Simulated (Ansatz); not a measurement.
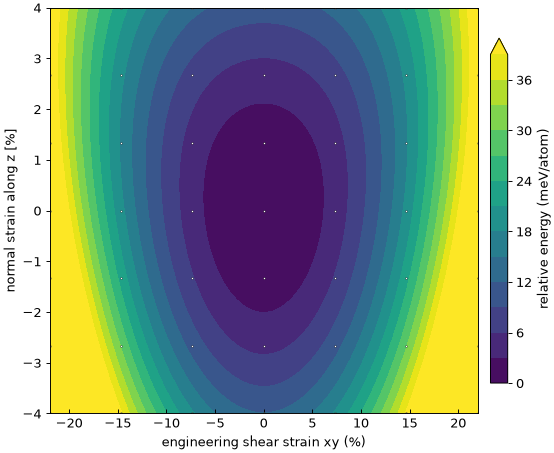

Energy landscape of CdF₂ (Fm-3m, No. 225; 3 atoms in the cell). The energy is mapped over two homogeneous strains (x, y and z along the cube axes). The first coordinate is: engineering shear strain xy; the second: normal strain along z. Nothing is relaxed (fractional coordinates fixed). The grid has 7 × 7 points; 28 points were computed and 21 follow by symmetry. Points are written as (first, second). All energies are given in meV/atom relative to the lowest grid point. The calculation used Ansatz, DFT PBE, scalar-relativistic, plane waves, PAW. Settings: cutoff 520 eV, k-mesh 8×8×8, gaussian smearing 0.05 eV, no spin polarisation.

The picture shows filled contours, dots at the grid points, one colour for all values above the top of the scale. Between grid points the surface is interpolated. 

Where are the wells?

Answer. The lowest grid point is at (0.0 %, 0.00 %). It is the only kind of minimum in the scanned range. The highest grid point, (−22.0 %, −4.00 %), lies 81.7 meV/atom above the lowest. Round the minimum the two coordinates are nearly uncoupled. The gap on the k-mesh is 2.9 eV at the lowest point and runs from 2.7 to 3.0 eV over the map.

The values on the grid:

```tsv
normal strain along z ↓, engineering shear strain xy →	−22.0	−14.7	−7.3	0.0	7.3	14.7	22.0
4.00	43.2	22.3	13.0	10.5	13.0	22.3	43.2
2.67	42.7	18.8	7.8	4.7	7.8	18.8	42.7
1.33	44.8	17.6	4.8	1.2	4.8	17.6	44.8
0.00	49.6	19.0	4.3	0.0	4.3	19.0	49.6
−1.33	57.2	22.9	6.2	1.3	6.2	22.9	57.2
−2.67	67.9	29.8	10.9	5.3	10.9	29.8	67.9
−4.00	81.7	39.5	18.4	12.1	18.4	39.5	81.7
```

The whole map (28 points run) took 4.2 min on 1 thread of Arm Neoverse N1, with other jobs on the host.
